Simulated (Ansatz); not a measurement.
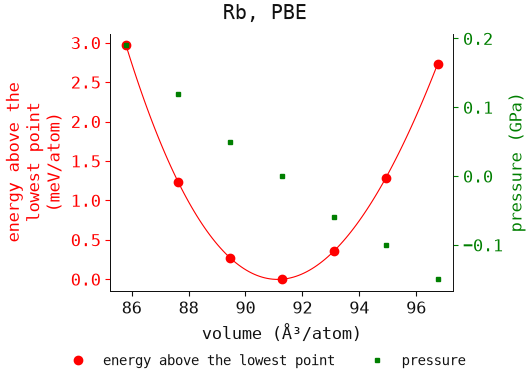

The figure shows the energy above the lowest point and pressure against volume for Rb, space group Im-3m (No. 229) (one of a set of cubic test structures, which need not be the stable phase).

How it was computed, with Ansatz 0.2.0 development build: equation of state of a cubic crystal from periodic Kohn-Sham density functional theory without spin, third-order Birch-Murnaghan fit to the free energies; pressure corrected for the finite basis. Level: PBE.

```json
{"setting": "structure type", "value": "bcc"}
{"setting": "atoms in cell", "value": "1"}
{"setting": "space group number", "value": "229"}
{"setting": "lattice centring", "value": "body-centred primitive"}
{"setting": "k mesh", "value": "27×27×27"}
{"setting": "occupation method", "value": "Fermi–Dirac"}
{"setting": "occupation width", "value": "0.06123 eV"}
{"setting": "wave cutoff", "value": "420 eV"}
{"setting": "datasets", "value": "soft-1 PAW"}
{"setting": "density tolerance", "value": "1e-07 eV"}
{"setting": "bands", "value": "9"}
{"setting": "density cutoff ratio", "value": "4"}
{"setting": "search for lower states", "value": "default"}
```

> What equilibrium volume and bulk modulus follow from the curve?

A third-order Birch–Murnaghan fit gives V0 = 91.13 Å³/atom, B0 = 2.77 GPa and B′ = 3.8.

> How does the pressure vary with volume?

It falls from 0.19 GPa at volume 85.80 Å³/atom to −0.15 GPa at 96.75 Å³/atom, and changes sign near 91.3 Å³/atom.
